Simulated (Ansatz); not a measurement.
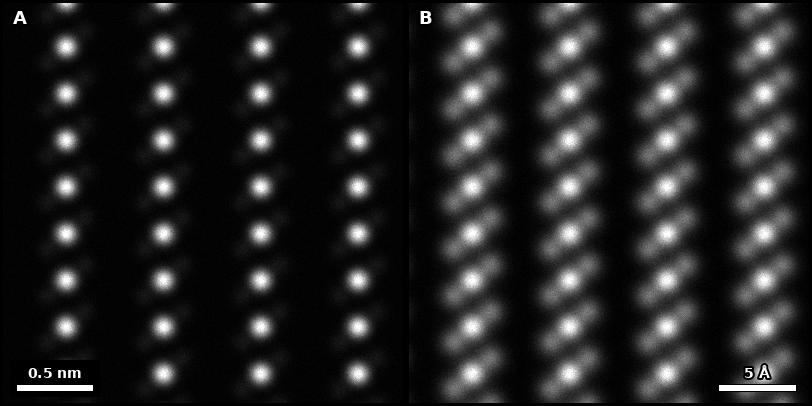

Two simulated images of the same area of PtS2 (P-3m1, No. 164) along [100], with a probe of 1.07 Å. One is incoherent Z contrast (Z^1.7 per atom), the other the projected potential of neutral atoms blurred by the probe (iDPC-like, thin sample). Brightness is counted from the darkest point of the image. Shot noise was added. Structure used: the end point of a relaxation with DFT PBE, scalar-relativistic, plane waves, PAW (Ansatz).

**Which panel is which, and how can one tell?**

A is the Z-contrast image and B the potential image. The columns of 1 S per repeat reach about 7 % of the brightest peak (1 Pt) in A but about 44 % in B, mainly since the potential grows much more slowly with atomic number. The S columns show clearly in B alone.
